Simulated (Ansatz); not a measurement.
# Geometry relaxation of TiSi₂

- system: TiSi₂ (3 atoms in the cell)
- method: DFT PBE, scalar-relativistic, plane waves, PAW, no spin polarisation (Ansatz 0.2.0)

The structure was made by a generator, so it may or may not be a known phase. Figures and captions count atoms from 1; the log counts them from 0 in places.

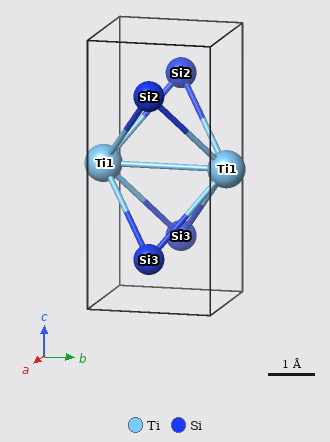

Figure 1. The structure as given in the input (ball-and-stick view of the cell of the calculation, seen slightly off an axis; atoms are numbered from 1 in the order of the input). An atom can appear more than once, as a periodic image.

## Input file
```yaml
crystal:
  lattice:
    - [2.7635373771, 0.0, 0.0]
    - [0.0, 2.7728666231, 0.0]
    - [0.0, 0.0, 5.9820243128]
  atoms:
    - { symbol: Ti, position: [0.5, 0.0, 0.5] }
    - { symbol: Si, position: [0.0, 0.5, 0.8029968113] }
    - { symbol: Si, position: [0.0, 0.5, 0.1970031887] }
basis:
  ecutwfc: 420
kpoints:
  mp_grid: { grid: [16, 16, 8] }
hamiltonian:
  xc: pbe
scf:
  occupations: { method: gaussian, width: 0.1 }
output:
  forces: true
  stress: true
  eigenvalues: true
  write_density: true
  write_potential: true
  elf: true
  volumetric_format: npy
relax:
  adjacent_minimum: "off"
  f_tol: 0.01
  max_steps: 80
  cell: { stress_tol: 0.05 }
```

Command:
```bash
ansatz run input.yaml --threads 1 --pin off --max-ram 2560MiB --backend cpu --events-out ev --progress --plain --runs-dir out
```

## Output
```
Engine: ansatz 0.2.0, aarch64-unknown-linux-gnu
Pseudopotentials: kind: paw
Pseudopotential: Ti, paw, valence charge 12, recommended cutoff 420 eV (normal), Ti.paw.azcp
Pseudopotential: Si, paw, valence charge 4, recommended cutoff 420 eV (normal), Si.paw.azcp
Functional definition: PBE
  parameter kappa = 0.804
  parameter beta = 0.06672455060314922
  exchange = pbe_x(kappa = kappa, mu = beta*pi^2/3)
  correlation = pbe_c(beta = beta)
Crystal: 3 atoms, lattice volume = 45.840 Å³
Basis set: ecut = 420 eV, 907 PW (Γ), exchange–correlation on 40×40×80 points (8 copies of the dense FFT grid, shifted against one another)
Bands: 14, of which v1, the nominal top of the filled ones, is band 10 counted from 1 (9 counted from 0)
Symmetry: 8 space group operations
Space group: Pmmm (ITA 47), of the structure as read, at distance tolerance 3.6e-5 Å
k-points: 405 of 2048
Non-local potential: Ti, projectors of the file, l = 0: 3, l = 1: 2, l = 2: 3, l = 3: 1
Non-local potential: Si, projectors of the file, l = 0: 2, l = 1: 2, l = 2: 2
PAW form: soft (Blöchl's): semilocal exchange-correlation on the pseudo side does not see the compensation charge
PAW one-centre angular grid: Ti, 590 points (default); XC on 64 Gauss nodes
PAW one-centre angular grid: Si, 110 points (default); XC on 64 Gauss nodes
Initial density: superposition of atomic densities (neutral atoms: chi_scale 0, normalization atom), corrected by the library's trained network
Initial wavefunctions: pseudopotential atomic-orbital guess
Functional: x = pbe(κ = 0.804, μ = 0.2195149727645171), c = pbe(β = 0.06672455060314922)
SCF iter   1: F=—  HF=-3772.440648 eV  |F-HF|=—  |Δ(HF+E_count)|=         —  Δρ=5.41e-3  dr2=1.04e-2  ethr=1.77e-3  ⟨swp⟩=5.0  Hψ=32212  notcnv=0
preconditioner: auto → none  [metal: Δε(μ)=0.012 eV  Ē_g=6.466 eV  σ=0.100 eV  W_gap=0.07  n_scr=8 (ndim 8)  ℏωp=19.0 eV  f_vac=0.000  D(μ)=0.70/eV (n_scr^D=2)  sad-step TF]
SCF iter   2: F=—  HF=-3772.438236 eV  |F-HF|=—  |Δ(HF+E_count)|=   2.41e-3  Δρ=2.92e-3  dr2=3.48e-3  ethr=5.21e-5  ⟨swp⟩=1.0  Hψ=8911  notcnv=0
SCF iter   3: F=—  HF=-3772.437367 eV  |F-HF|=—  |Δ(HF+E_count)|=   8.69e-4  Δρ=2.46e-4  dr2=2.95e-5  ethr=1.74e-5  ⟨swp⟩=2.8  Hψ=9725  notcnv=0
SCF iter   4: F=—  HF=-3772.437433 eV  |F-HF|=—  |Δ(HF+E_count)|=   6.62e-5  Δρ=1.09e-4  dr2=3.63e-5  ethr=1.48e-7  ⟨swp⟩=2.0  Hψ=7659  notcnv=0
SCF iter   5: F=—  HF=-3772.437427 eV  |F-HF|=—  |Δ(HF+E_count)|=   6.16e-6  Δρ=2.00e-5  dr2=2.39e-7  ethr=1.48e-7  ⟨swp⟩=2.0  Hψ=7344  notcnv=0
SCF iter   6: F=-3772.437427 eV  HF=-3772.437427 eV  |F-HF|=3.01e-8  |Δ(HF+E_count)|=   5.18e-8  Δρ=5.24e-6  dr2=3.72e-8  ethr=5.00e-10  ⟨swp⟩=9.0  Hψ=38294  notcnv=0
SCF 1 converged in 6 iterations: F = -3772.437427 eV  dr2 = 3.72e-8
  greatest PAW one-centre occupation: 0.999 electrons in one spin orbital (limit 2), on the Ti atom at site 0 (counted from 0), in its partial waves of l = 0
relax step   1: F+E_penalty+E_count = -3772.43742688 eV  Δ(F+E_penalty+E_count) = +0.000e0 eV  max|allowed force component| = 4.111e-2 eV/Å  Δτ_max = 0.0000 Å  P = -0.065 GPa  Ω = 45.840 Å³  (6 SCF iters, dr2 threshold 1.00e-7 eV, accepted)
Crystal: 3 atoms, lattice volume = 45.780 Å³
Basis set: ecut = 420 eV, 913 PW (Γ), exchange–correlation on 40×40×80 points (8 copies of the dense FFT grid, shifted against one another)
Initial density: handed on by an earlier stage of this run
Initial wavefunctions: those handed on with the density
iter 1 solved again at ethr=4.43e-7 eV; its pass at ethr=3.10e-3 eV (dr2=8.86e-5 eV) is discarded
SCF iter   1: F=—  HF=-3772.437763 eV  |F-HF|=—  |Δ(HF+E_count)|=         —  Δρ=4.42e-4  dr2=1.08e-4  ethr=4.43e-7  ⟨swp⟩=2.0  Hψ=35400  notcnv=0
preconditioner: auto → none  [metal: Δε(μ)=0.028 eV  Ē_g=6.472 eV  σ=0.100 eV  W_gap=0.15  n_scr=8 (ndim 8)  ℏωp=19.0 eV  f_vac=0.000  D(μ)=0.71/eV (n_scr^D=2)]
SCF iter   2: F=—  HF=-3772.437801 eV  |F-HF|=—  |Δ(HF+E_count)|=   3.75e-5  Δρ=1.62e-4  dr2=8.88e-6  ethr=4.43e-7  ⟨swp⟩=2.3  Hψ=7845  notcnv=0
SCF iter   3: F=—  HF=-3772.437800 eV  |F-HF|=—  |Δ(HF+E_count)|=   9.01e-7  Δρ=5.09e-5  dr2=2.58e-6  ethr=4.44e-8  ⟨swp⟩=2.1  Hψ=7705  notcnv=0
iter 4 did not close the SCF: its close was put off for the readings that it lacked (scf_convergence_deferred on its scf_iter line)
SCF iter   4: F=-3772.437799 eV  HF=-3772.437799 eV  |F-HF|=2.95e-8  |Δ(HF+E_count)|=   3.37e-7  Δρ=2.13e-5  dr2=1.29e-7  ethr=1.29e-8  ⟨swp⟩=2.0  Hψ=7432  notcnv=0
iter 5 did not close the SCF: its close was put off for the readings that it lacked (scf_convergence_deferred on its scf_iter line)
SCF iter   5: F=-3772.437799 eV  HF=-3772.437799 eV  |F-HF|=9.58e-10  |Δ(HF+E_count)|=   1.72e-8  Δρ=3.80e-6  dr2=2.75e-9  ethr=6.46e-10  ⟨swp⟩=2.4  Hψ=7469  notcnv=0
SCF iter   6: F=-3772.437799 eV  HF=-3772.437799 eV  |F-HF|=2.73e-11  |Δ(HF+E_count)|=   1.28e-9  Δρ=3.36e-7  dr2=5.03e-11  ethr=1.37e-11  ⟨swp⟩=4.3  Hψ=28471  notcnv=0
SCF 2 converged in 6 iterations: F = -3772.437799 eV  dr2 = 5.03e-11
relax step   2: F+E_penalty+E_count = -3772.43779933 eV  Δ(F+E_penalty+E_count) = -3.724e-4 eV  max|allowed force component| = 4.076e-3 eV/Å  Δτ_max = 0.0031 Å  P = -0.030 GPa  Ω = 45.780 Å³  energy of the carried Pulay correction = +9.752e-6 eV  (6 SCF iters, dr2 threshold 3.00e-7 eV, accepted)
iter 1 solved again at ethr=2.18e-8 eV; its pass at ethr=3.10e-3 eV (dr2=4.35e-6 eV) is discarded
SCF iter   1: F=—  HF=-3772.437752 eV  |F-HF|=—  |Δ(HF+E_count)|=         —  Δρ=7.74e-5  dr2=4.80e-6  ethr=2.18e-8  ⟨swp⟩=2.0  Hψ=34924  notcnv=0
preconditioner: auto → none  [metal: Δε(μ)=0.031 eV  Ē_g=6.471 eV  σ=0.100 eV  W_gap=0.17  n_scr=8 (ndim 8)  ℏωp=19.0 eV  f_vac=0.000  D(μ)=0.71/eV (n_scr^D=2)]
SCF iter   2: F=—  HF=-3772.437814 eV  |F-HF|=—  |Δ(HF+E_count)|=   6.16e-5  Δρ=2.77e-5  dr2=3.53e-7  ethr=2.18e-8  ⟨swp⟩=2.2  Hψ=7118  notcnv=0
SCF iter   3: F=—  HF=-3772.437814 eV  |F-HF|=—  |Δ(HF+E_count)|=   6.70e-8  Δρ=1.20e-5  dr2=1.07e-7  ethr=1.77e-9  ⟨swp⟩=2.0  Hψ=7677  notcnv=0
iter 4 did not close the SCF: its close was put off for the readings that it lacked (scf_convergence_deferred on its scf_iter line)
SCF iter   4: F=-3772.437814 eV  HF=-3772.437814 eV  |F-HF|=9.13e-10  |Δ(HF+E_count)|=   1.41e-8  Δρ=3.41e-6  dr2=3.30e-9  ethr=5.37e-10  ⟨swp⟩=2.2  Hψ=7413  notcnv=0
iter 5 did not close the SCF: its close was put off for the readings that it lacked (scf_convergence_deferred on its scf_iter line)
SCF iter   5: F=-3772.437814 eV  HF=-3772.437814 eV  |F-HF|=3.09e-11  |Δ(HF+E_count)|=  3.07e-10  Δρ=6.55e-7  dr2=7.22e-11  ethr=1.65e-11  ⟨swp⟩=2.4  Hψ=7677  notcnv=0
SCF iter   6: F=-3772.437814 eV  HF=-3772.437814 eV  |F-HF|=9.09e-13  |Δ(HF+E_count)|=  3.82e-11  Δρ=6.54e-8  dr2=1.18e-12  ethr=1.00e-12  ⟨swp⟩=4.2  Hψ=23634  notcnv=0
SCF 3 converged in 6 iterations: F = -3772.437814 eV  dr2 = 1.18e-12
relax step   3: F+E_penalty+E_count = -3772.43781383 eV  Δ(F+E_penalty+E_count) = -1.450e-5 eV  max|allowed force component| = 1.761e-3 eV/Å  Δτ_max = 0.0005 Å  P = -0.007 GPa  Ω = 45.780 Å³  energy of the carried Pulay correction = +9.700e-6 eV  (6 SCF iters, accepted)
Basis set: ecut = 420 eV, 913 PW (Γ), exchange–correlation on 40×40×90 points (8 copies of the dense FFT grid, shifted against one another)
Initial wavefunctions: pseudopotential atomic-orbital guess (no wavefunctions were taken with the density)
iter 1 solved again at ethr=1.52e-7 eV; its pass at ethr=3.10e-3 eV (dr2=3.04e-5 eV) is discarded
SCF iter   1: F=—  HF=-3772.437818 eV  |F-HF|=—  |Δ(HF+E_count)|=         —  Δρ=1.98e-5  dr2=1.03e-8  ethr=1.52e-7  ⟨swp⟩=2.8  Hψ=46055  notcnv=0
eigensolver tolerance schedule: the retry pair's looser diagonalisation over-reported the residual by 2959.04 of it (diagonalisation noise at 0.17 of the residual, at the tolerance the schedule requests for it); recorded, not acted on — ethr = c·dr2/N_el stays at c = 1.0e-1
preconditioner: auto → none  [metal: Δε(μ)=0.031 eV  Ē_g=6.472 eV  σ=0.100 eV  W_gap=0.17  n_scr=8 (ndim 8)  ℏωp=19.0 eV  f_vac=0.000  D(μ)=0.71/eV (n_scr^D=2)]
SCF iter   2: F=—  HF=-3772.437804 eV  |F-HF|=—  |Δ(HF+E_count)|=   1.40e-5  Δρ=1.00e-5  dr2=7.23e-9  ethr=5.13e-11  ⟨swp⟩=3.2  Hψ=11511  notcnv=0
SCF iter   3: F=—  HF=-3772.437804 eV  |F-HF|=—  |Δ(HF+E_count)|=   1.02e-7  Δρ=6.30e-6  dr2=7.50e-10  ethr=3.61e-11  ⟨swp⟩=1.6  Hψ=6081  notcnv=0
SCF iter   4: F=—  HF=-3772.437804 eV  |F-HF|=—  |Δ(HF+E_count)|=   6.93e-8  Δρ=8.68e-7  dr2=1.60e-10  ethr=3.75e-12  ⟨swp⟩=2.0  Hψ=8030  notcnv=0
SCF iter   5: F=—  HF=-3772.437804 eV  |F-HF|=—  |Δ(HF+E_count)|=   1.04e-9  Δρ=2.09e-7  dr2=6.06e-11  ethr=1.00e-12  ⟨swp⟩=2.0  Hψ=7598  notcnv=0
SCF iter   6: F=-3772.437804 eV  HF=-3772.437804 eV  |F-HF|=3.18e-12  |Δ(HF+E_count)|=  5.00e-12  Δρ=6.07e-8  dr2=3.80e-12  ethr=1.00e-12  ⟨swp⟩=5.0  Hψ=19890  notcnv=0
SCF 4 converged in 6 iterations: F = -3772.437804 eV  dr2 = 3.80e-12
relax step   4: F+E_penalty+E_count = -3772.43780409 eV  Δ(F+E_penalty+E_count) = +9.743e-6 eV  max|allowed force component| = 1.770e-3 eV/Å  Δτ_max = 0.0000 Å  P = -0.007 GPa  Ω = 45.780 Å³  stress off target by 2.06e-2 GPa  SCF on the basis re-selected at this cell (its energy is not comparable with the rows above)  (6 SCF iters)
```

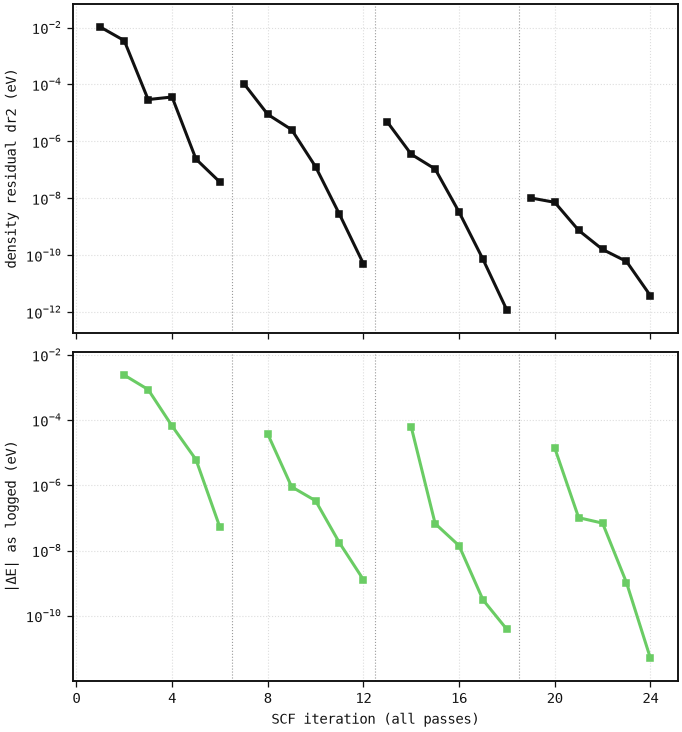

Figure 2. Convergence of the self-consistent field: density residual dr2 and size of the energy change against the SCF iteration. The dotted lines part the SCF passes of the relaxation: geometry steps, rejected trials and re-solves on a re-selected basis. The passes take 6, 6, 6 and 6 iterations.

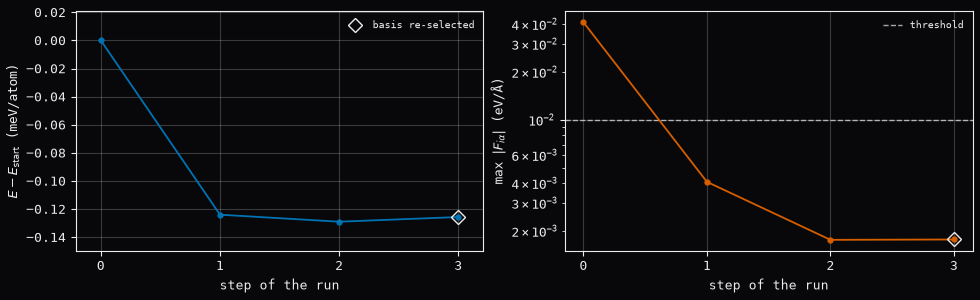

Figure 3. Progress of the relaxation, step by step (the first geometry is step 0 here and step 1 in the log). The atoms keep their places relative to the cell (all moves are under 0.005 Å). Cell: a stays at 2.764 Å, b 2.773 → 2.765 Å (−0.3 %), c 5.982 → 5.990 Å (+0.1 %). Volume −0.1 %. Among the contacts that change: Ti1–Ti1 2.773 → 2.765 Å. The space group stays P4/mmm (No. 123). After 2 geometry steps the energy has fallen by 0.1 meV per atom. Largest force component: 0.041 eV/Å at the start, 0.0018 eV/Å at the end. The pressure goes from −0.07 to −0.01 GPa. A last SCF at the same geometry on a re-selected plane-wave basis shifts the energy by +0.0 meV per atom. (Atoms are counted from 1 in the order of the input.)

```
basis re-selected at this cell: Δ(F+E_penalty+E_count) = +9.743e-6 eV, ΔP = -0.000 GPa vs the last step (what re-selecting the basis moved, of the pressure what is left beyond the Pulay correction that the steps carried, after the strain that the cell walked since its last selection, with what the two solves' SCF thresholds leave and, on support functions, any second-order correction that the steps lacked; it is no measure of the basis error at this ecutwfc). The dense FFT grid was sized anew with the basis: this SCF ran on 20×20×45 points, the steps before it on 20×20×40, so part of this shift can come from that change (see relax.cell in the input reference). This SCF's stress stands 2.06e-2 GPa from its target on what of the cell is left free (relax.cell.stress_tol is 5.00e-2 GPa) and its largest allowed force component is 1.77e-3 eV/Å (relax.f_tol is 1.00e-2 eV/Å): within both
SCF converged after 6 iterations
Free energy (F): -3772.437804 eV
Harris-Foulkes:  -3772.437804 eV  (|F-HF|=3.18e-12)
Internal energy: -3772.434248 eV  (E = F + TS)
E sigma→0 (E₀):  -3772.436026 eV
Entropy (-TS):   -0.003556 eV (-1.185 meV/atom)
Fermi energy:    11.818002 eV
--- Per-component energies (eV) ---
  E_band       = -130.764304
  E_kinetic    = 358.075573
  E_local      = -1339.231304  (includes V_loc(G=0)·N_el)
  E_nonlocal   = 58.882086
  E_hartree    = 593.529343
  E_xc         = -210.438365
  E_vxc        = -219.026361  (∫ρ·V_xc dr)
  E_paw        = -2073.402037  (= ΣΔE_a)
  E_vpaw       = -176.523189  (= ΣTr[D̂ρ^β])
  E_aug_tail   = 0.000136  (compensation charges beyond the density's cutoff)
  E_ewald      = -1159.849679
  E_smearing   = -0.003556  (= −TS)
  E_closure    = -0.000000  (closes the sum)
  Σ components = -3772.437804   (vs F -3772.437804, Δ=0.00e0)
--- Forces (eV/Å), atoms counted from 1 ---
  atom   1  Ti     0.00000000     0.00000000     0.00000000
  atom   2  Si     0.00000000     0.00000000     0.00176985
  atom   3  Si     0.00000000     0.00000000    -0.00176985
  max |Σ_I F_I| component: 6.31e-30 eV/Å
--- Stress (GPa, compression-positive) ---
       -0.000628       0.000000       0.000000
        0.000000      -0.001181       0.000000
        0.000000       0.000000      -0.020600
  P = ⅓ Tr σ = -0.0075 GPa (-0.075 kbar)
--- Band table (eV; the first three rows and the last of 405) ---
  k-point 0: bands = ["-44.9157", "-21.3343", "-20.8739", "-20.8739", "-0.6841", "2.6570", "5.2235", "10.3865", "10.9824", "13.1514", "13.1515", "14.9653", "15.0902", "16.6335"]
  k-point 1: bands = ["-44.9157", "-21.3343", "-20.8739", "-20.8739", "-0.6289", "2.3935", "5.5784", "10.3885", "10.7872", "13.1361", "13.1361", "14.9653", "15.0013", "16.7376"]
  k-point 2: bands = ["-44.9157", "-21.3344", "-20.8739", "-20.8739", "-0.4733", "1.8668", "6.3826", "10.2308", "10.3935", "13.1003", "13.1003", "14.8318", "14.9654", "17.0364"]
  k-point 404: bands = ["-44.7647", "-21.3843", "-21.3843", "-21.1741", "6.4035", "6.7382", "7.5825", "7.5825", "10.0940", "10.0940", "11.9469", "12.7507", "12.7507", "13.3008"]
--- Relaxed structure (3 steps of the walk, 3 accepted, 1 SCFs on fresh bases) ---
  F+E_penalty+E_count = -3772.43780409 eV   max|allowed force component| = 1.770e-3 eV/Å   (the final SCF, on the basis selected at the relaxed cell)
  cell:  # Å, volume = 45.7800 Å³
    - [2.764494454878301, 0.0, 0.0]
    - [0.0, 2.764501640613959, 0.0]
    - [0.0, 0.0, 5.990226709661768]
  atoms:
    - { symbol: Ti, position: [0.5, 0.0, 0.49999999999999994] }
    - { symbol: Si, position: [0.0, 0.49999999999999994, 0.8034391405309452] }
    - { symbol: Si, position: [0.0, 0.49999999999999994, 0.19656085946905463] }
```

## Trajectory as extended XYZ (Å, eV, eV/Å), 4 frames, from step=1 to step=4
```
3
Lattice="2.7635 0.0000 0.0000 0.0000 2.7729 0.0000 0.0000 0.0000 5.9820" Properties=species:S:1:pos:R:3:forces:R:3 step=1 energy=-3772.43743 pressure_GPa=-0.07
Ti    1.3818    0.0000    2.9910    0.0000   0.0000   0.0000
Si    0.0000    1.3864    4.8035    0.0000   0.0000   0.0411
Si    0.0000    1.3864    1.1785    0.0000   0.0000  -0.0411
3
Lattice="2.7646 0.0000 0.0000 0.0000 2.7631 0.0000 0.0000 0.0000 5.9928" Properties=species:S:1:pos:R:3:forces:R:3 step=2 energy=-3772.43780 pressure_GPa=-0.03
Ti    1.3823    0.0000    2.9964    0.0000   0.0000   0.0000
Si    0.0000    1.3816    4.8153    0.0000   0.0000  -0.0041
Si    0.0000    1.3816    1.1775    0.0000   0.0000   0.0041
3
Lattice="2.7645 0.0000 0.0000 0.0000 2.7645 0.0000 0.0000 0.0000 5.9902" Properties=species:S:1:pos:R:3:forces:R:3 step=3 energy=-3772.43781 pressure_GPa=-0.01
Ti    1.3822    0.0000    2.9951    0.0000   0.0000   0.0000
Si    0.0000    1.3823    4.8128    0.0000   0.0000   0.0018
Si    0.0000    1.3823    1.1774    0.0000   0.0000  -0.0018
3
Lattice="2.7645 0.0000 0.0000 0.0000 2.7645 0.0000 0.0000 0.0000 5.9902" Properties=species:S:1:pos:R:3:forces:R:3 step=4 energy=-3772.43780 pressure_GPa=-0.01
Ti    1.3822    0.0000    2.9951    0.0000   0.0000   0.0000
Si    0.0000    1.3823    4.8128    0.0000   0.0000   0.0018
Si    0.0000    1.3823    1.1774    0.0000   0.0000  -0.0018
```

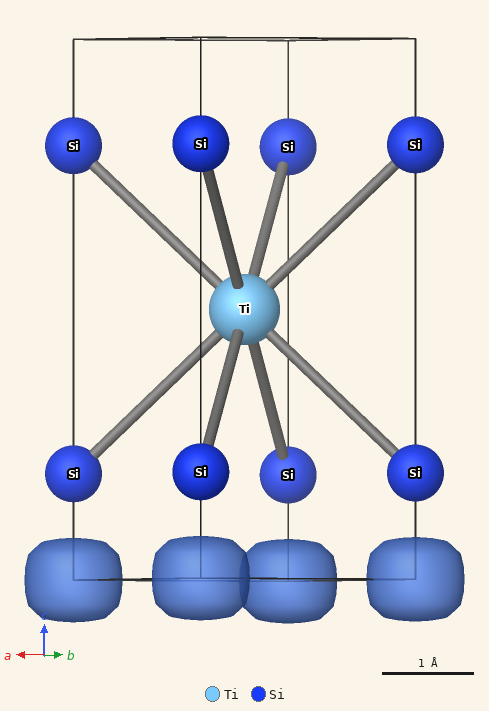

Figure 4. Isosurface of the ELF at 0.85 (blue), seen at an oblique angle. Only the valence region is drawn (cores and ρ < 0.01 e/Å³ removed). Sticks mark near contacts. The outline is the cell set on symmetry axes. Ti–Si (2.67 Å): the ELF is about 0.35 at the midpoint. The fields are those of the smooth PAW valence density.

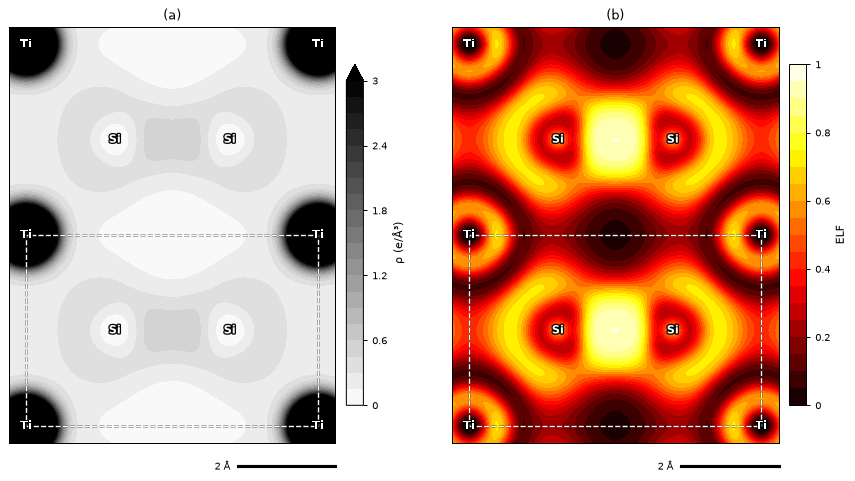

Figure 5. (a) valence electron density; (b) electron localisation function on the (11̄0) plane of the conventional cell. Ti–Si (2.67 Å): ρ is about 0.27 e/Å³ halfway; the ELF is about 0.35 at the midpoint. Away from the nuclei the density in this plane falls to 0.05 e/Å³ at its lowest. The strong features right at Ti lie inside the PAW spheres (semicore, d or f shells) and say nothing about bonding.

## Summary

| quantity | value |
| --- | --- |
| outcome | converged |
| space group (tolerance 0.01 Å) | P4/mmm (123) |
| electrons treated | 20 |
| free energy | −3772.4378 eV |
| Fermi energy | 11.818 eV |
| gap on the k-point mesh | none (metallic) |
| pressure | −0.01 GPa |
| final volume | 45.78 Å³ |
| largest force (length of the vector) at the end | 0.002 eV/Å |
| final cell | a = 2.764 Å, b = 2.765 Å, c = 5.990 Å, α = 90.00°, β = 90.00°, γ = 90.00° |
| hardware | 1 thread of Arm Neoverse V1, 24 GiB of memory available, shared host |
| wall time | 64 s |
| peak memory | 0.53 GiB |
